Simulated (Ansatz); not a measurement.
System: ZnS, space group F-43m (No. 216) (cell built by us, not taken from a database).

Starting cell:
```
CELL_PARAMETERS angstrom
0.00000 2.71000 2.71000
2.71000 0.00000 2.71000
2.71000 2.71000 0.00000
ATOMIC_POSITIONS crystal
Zn 0.00000 0.00000 0.00000
S 0.25000 0.25000 0.25000
```

Calculation (Ansatz 0.2.0): proper piezoelectric stress tensor of an insulator from Berry phases at small strains, Voigt columns xx yy zz yz xz xy, Cartesian axes of the cell vectors; plane waves with PAW datasets, Γ-centred k mesh. Level: PBE0, no spin polarisation.

wave cutoff 420 eV; k mesh 6×6×6; occupations fixed; pressure 0 GPa; ions relaxed; strain amplitude 0.002.

Predict the piezoelectric tensor e in Voigt notation.

The largest components, equal in size at 0.107 C/m², are e14, e25 and e36. Three components exceed 1 % of the largest: e14 = 0.107, e25 = 0.107, e36 = 0.107 C/m².

|  | xx | yy | zz | yz | xz | xy |
| --- | --- | --- | --- | --- | --- | --- |
| x | 0.000 | 0.000 | 0.000 | 0.107 | 0.000 | 0.000 |
| y | 0.000 | 0.000 | 0.000 | 0.000 | 0.107 | 0.000 |
| z | 0.000 | 0.000 | 0.000 | 0.000 | 0.000 | 0.107 |

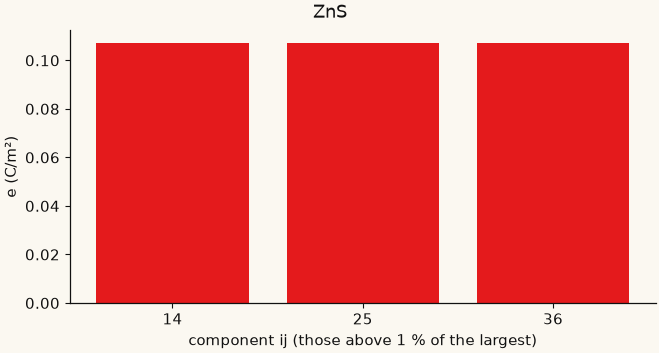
